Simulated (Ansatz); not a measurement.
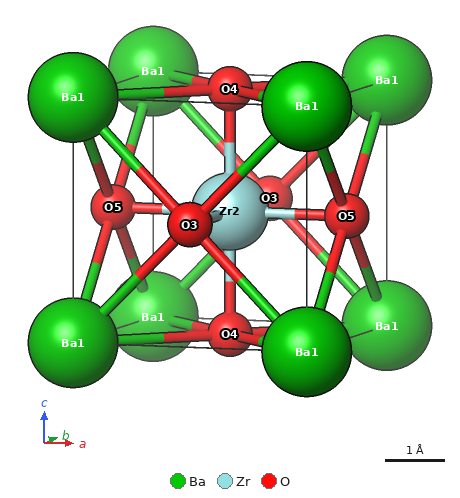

The starting point is a crystal of BaZrO₃ (set up in Pm-3m). A ball-and-stick model of the cell of the calculation, seen slightly off an axis.

These are results of Ansatz, DFT PBE, scalar-relativistic, plane waves, PAW, not measurements. Set-up: plane-wave cutoff 420 eV; k-point mesh 6 × 6 × 6; occupations gaussian; smearing width 0.02 eV; no spin polarisation.

The variant: Equal strain along all axes, −3.0 %, is applied. Symmetry leaves the atoms no freedom, so this is a single point.

> What is the effect?

Near-neighbour distances before and after: Ba–O 2.989 → 2.899 Å, O–Zr 2.113 → 2.050 Å. The space group stays Pm-3m (No. 221). Energy change: +63.8 meV per atom. The pressure goes from 0.0 to 16.8 GPa. All forces vanish by symmetry.

Drawn alike, the variant:

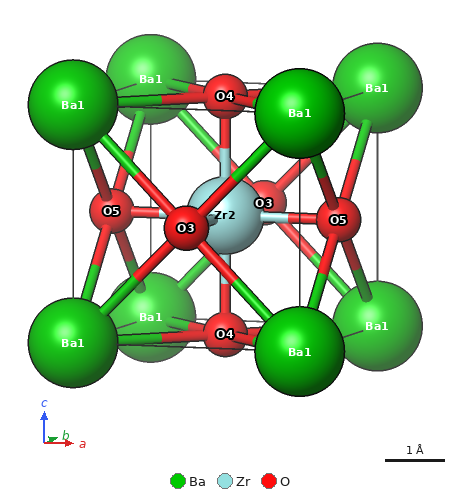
